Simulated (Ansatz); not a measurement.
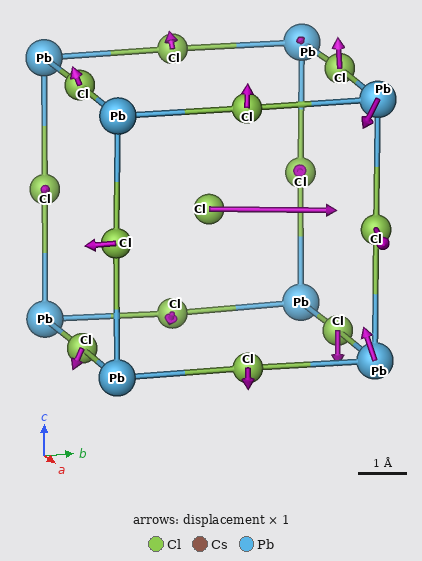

A relaxation of a defect cell of composition Cl24Cs8Pb8. The starting structure is drawn; purple arrows show the displacements, at their true length.

Style: ball-and-stick. Shown: the atoms within 5.0 Å of the atom that moves most (axes of the cell of the calculation (origin shifted)), slightly off an axis.

Theory: DFT, PBEsol, PAW, plane waves (Ansatz).

Input file:
```yaml
crystal:
  lattice:
    - [11.234338, 0.000000, 0.000000]
    - [0.000000, 11.234338, 0.000000]
    - [0.000000, 0.000000, 11.234338]
  atoms:
    - { symbol: Cl, position: [0.001019, 0.998049, 0.999833] }
    - { symbol: Cl, position: [0.249721, 0.250768, 0.998962] }
    - { symbol: Cl, position: [0.248414, 0.746638, 0.004248] }
    - { symbol: Cl, position: [0.248830, 0.748950, 0.495836] }
    - { symbol: Cl, position: [0.750172, 0.247899, 0.999122] }
    - { symbol: Cl, position: [0.753053, 0.250543, 0.501054] }
    - { symbol: Cl, position: [0.746872, 0.752444, 0.997659] }
    - { symbol: Cl, position: [0.749062, 0.750497, 0.501274] }
    - { symbol: Cl, position: [0.998647, 0.252673, 0.252655] }
    - { symbol: Cl, position: [0.999182, 0.248610, 0.751492] }
    - { symbol: Cl, position: [0.000487, 0.747381, 0.252771] }
    - { symbol: Cl, position: [0.001617, 0.751684, 0.749104] }
    - { symbol: Cl, position: [0.503630, 0.249109, 0.251586] }
    - { symbol: Cl, position: [0.498498, 0.249704, 0.747604] }
    - { symbol: Cl, position: [0.501273, 0.752990, 0.248841] }
    - { symbol: Cl, position: [0.501236, 0.751259, 0.750556] }
    - { symbol: Cl, position: [0.253753, 0.998867, 0.248191] }
    - { symbol: Cl, position: [0.247645, 0.002503, 0.749452] }
    - { symbol: Cl, position: [0.246066, 0.497186, 0.248979] }
    - { symbol: Cl, position: [0.251535, 0.500073, 0.750864] }
    - { symbol: Cl, position: [0.748151, 0.000117, 0.251117] }
    - { symbol: Cl, position: [0.750415, 0.999097, 0.745509] }
    - { symbol: Cl, position: [0.751113, 0.502012, 0.250398] }
    - { symbol: Cl, position: [0.749424, 0.500379, 0.752503] }
    - { symbol: Cs, position: [0.999370, 0.999337, 0.497251] }
    - { symbol: Cs, position: [0.999804, 0.501515, 0.999208] }
    - { symbol: Cs, position: [0.999636, 0.500746, 0.501580] }
    - { symbol: Cs, position: [0.499544, 0.003031, 0.000178] }
    - { symbol: Cs, position: [0.502032, 0.000774, 0.498163] }
    - { symbol: Cs, position: [0.500973, 0.499169, 0.998770] }
    - { symbol: Cs, position: [0.500037, 0.498016, 0.502890] }
    - { symbol: Cs, position: [0.248700, 0.248739, 0.501976] }
    - { symbol: Pb, position: [0.251846, 0.253709, 0.248622] }
    - { symbol: Pb, position: [0.250583, 0.248371, 0.748364] }
    - { symbol: Pb, position: [0.248719, 0.749837, 0.247770] }
    - { symbol: Pb, position: [0.251554, 0.747537, 0.747457] }
    - { symbol: Pb, position: [0.750713, 0.250446, 0.248459] }
    - { symbol: Pb, position: [0.748552, 0.249078, 0.750640] }
    - { symbol: Pb, position: [0.748688, 0.750557, 0.249736] }
    - { symbol: Pb, position: [0.751061, 0.751607, 0.750225] }
  symmetry: { detect: false }
kpoints:
  mp_grid: { grid: [1, 1, 1], shift: [0.25, 0.25, 0.25] }
hamiltonian:
  xc: pbesol
scf:
  occupations: { method: fermi_dirac, width: 0.01 }
relax:
  f_tol: 0.03
  max_steps: 80
  escape_saddle: false
  adjacent_minimum: "off"
output:
  forces: true
  eigenvalues: true
  populations: true
```

Launched with:
```bash
ansatz run in.yaml --threads 7 --pin off --max-ram 13300MiB --runs-dir r --events-out ev --progress --plain
```

> Atoms of which element are displaced furthest, and by how much?

Chlorine: up to 2.70 Å, against 0.78 Å for lead.

> What did the optimiser do to the structure, and how much energy did it gain?

The energy falls by 7.676 eV per cell of the calculation in 24 geometry steps. The largest force component goes from 5.1 to 0.018 eV/Å. The atom that moves furthest is Cl1 (2.70 Å along [1 3 0]). Largest moves by element: Cl 2.70 Å, Pb 0.78 Å, Cs 0.73 Å. The lattice vectors keep their values. Near-neighbour distances that change, for instance: Cl1–Pb33 4.899 → 2.741 Å, Cl1–Pb34 4.873 → 2.744 Å, Cl9–Pb37 2.786 → 3.046 Å, Cl17–Pb35 2.798 → 3.051 Å. New bonds form: Cl1–Pb33 (4.90 → 2.74 Å), Cl1–Pb34 (4.87 → 2.74 Å). The run took 3.4 min on 7 threads of Arm Neoverse-V2, peak memory 2.2 GiB.
